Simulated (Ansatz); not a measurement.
**ZnS: density, localisation and related maps**

```yaml
crystal:
  lattice:
    - [6.84091, 0.00000, 0.00000]
    - [0.00000, 3.88668, 0.00000]
    - [0.00000, 0.00000, 6.56472]
  atoms:
    - { symbol: Zn, position: [0.84307, 0.25000, 0.09850] }
    - { symbol: Zn, position: [0.15693, 0.75000, 0.90150] }
    - { symbol: Zn, position: [0.65693, 0.75000, 0.59850] }
    - { symbol: Zn, position: [0.34307, 0.25000, 0.40150] }
    - { symbol: S, position: [0.69371, 0.25000, 0.40744] }
    - { symbol: S, position: [0.30629, 0.75000, 0.59256] }
    - { symbol: S, position: [0.80629, 0.75000, 0.90744] }
    - { symbol: S, position: [0.19371, 0.25000, 0.09256] }
```

Space group Pnma; a structure from a database of computed crystals, not necessarily the ambient phase; started from the GeS-62 prototype, which need not be the ambient phase.

Level of theory: DFT, PBEsol, plane waves, PAW in Ansatz 0.2.0.

In a PAW calculation such maps are meaningful between the atoms, not at the nuclei.

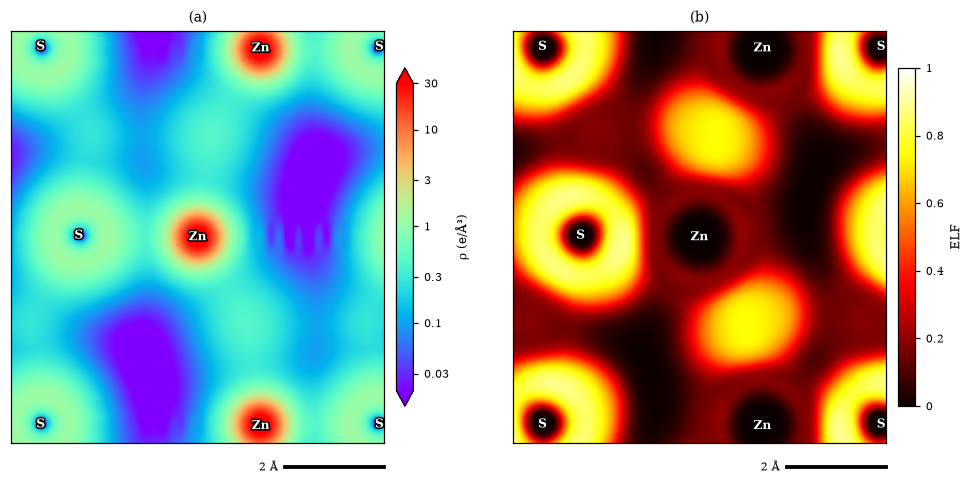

Figure 1. (a) valence charge density (pseudo); (b) electron localisation function on the (011̄) plane of the conventional cell.

### Describe what can be read from this map.

- Atoms in the plane: Zn and S.
- Zn–S (2.40 Å): the density is about 0.44 e/Å³ at the midpoint; the ELF peaks at about 0.90 in the valence shell of S, 0.9 Å from its nucleus, and is about 0.55 at the midpoint.
- The density dies away to nearly zero in the voids.

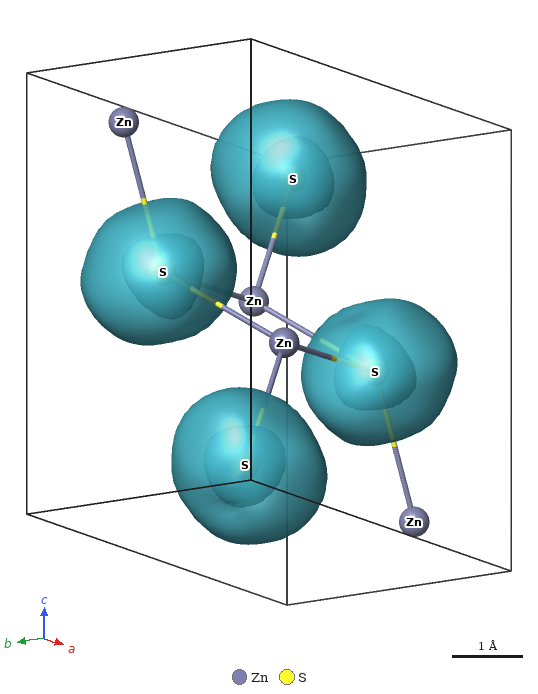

Figure 2. Isosurface of the electron localisation function at 0.75 (cyan), seen at an oblique angle. Only the valence region is drawn (cores and ρ < 0.01 e/Å³ removed). Sticks mark near contacts.

### What do the ELF domains correspond to?

At this value the surface marks out four regions wrapped around S (the valence shell of each), counted in one cell of 8 atoms. Regions shared between cells count once.


Zn–S (2.27 Å): the ELF peaks at about 0.90 in the valence shell of S, 0.8 Å from its nucleus, and is about 0.55 at the midpoint. Zn–S (2.33 Å): the ELF peaks at about 0.90 in the valence shell of S, 0.8 Å from its nucleus, and is about 0.55 at the midpoint.

### Does the calculation make it a metal, or give it a gap?

It is gapped, with a Kohn–Sham gap of 2.2 eV on the k-point mesh, an upper bound to the gap of this method.
